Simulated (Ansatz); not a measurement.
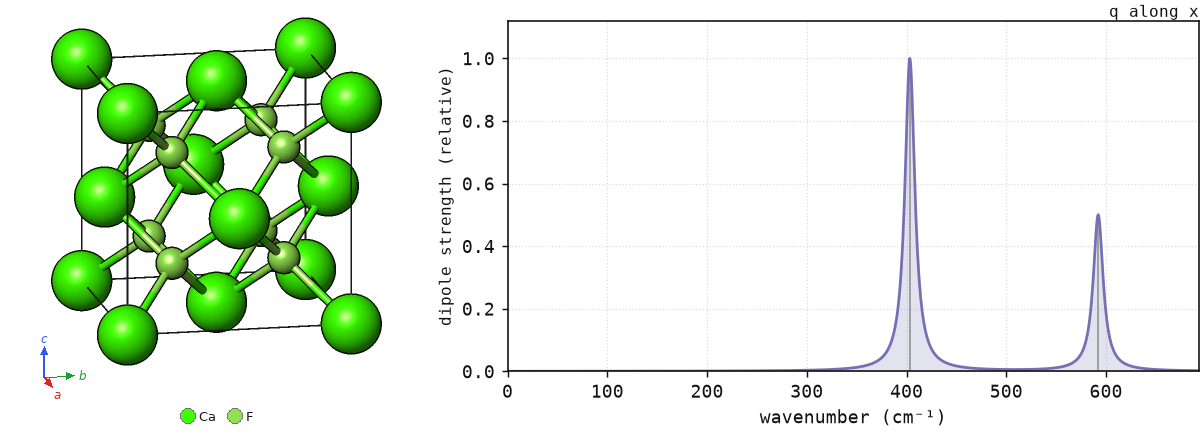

The figure shows the polar optical modes, transverse and longitudinal, approaching the zone centre along x for CaF₂, space group Fm-3m (No. 225). Lines are broadened by Lorentzians of 12 cm⁻¹ full width; the spectrum is scaled to its strongest line. The conventional cell is drawn beside the plot.

Starting cell:
```
CELL_PARAMETERS angstrom
0.00000 2.52397 2.52397
2.52397 0.00000 2.52397
2.52397 2.52397 0.00000
ATOMIC_POSITIONS crystal
Ca 0.00000 0.00000 0.00000
F 0.25000 0.25000 0.25000
F 0.75000 0.75000 0.75000
```

Computed with Ansatz 0.2.0: optical phonons of an insulator on the approach to the zone centre along x, y and z with the field of polar modes, imaginary frequencies are negative, field response on a mesh refined by the program; plane waves with PAW datasets. Level: PBEsol, no spin polarisation.

```json
{"setting": "wave cutoff", "value": "420 eV"}
{"setting": "k mesh", "value": "8×8×8"}
{"setting": "occupations", "value": "fixed"}
{"setting": "pressure", "value": "30 GPa"}
```

Question: Which of the stronger lines are transverse and which longitudinal?

Answer: The transverse (TO, twofold) lines lie at 403.3 and the longitudinal (LO) ones at 592.1 cm⁻¹, the same along x, y and z by the cubic symmetry.
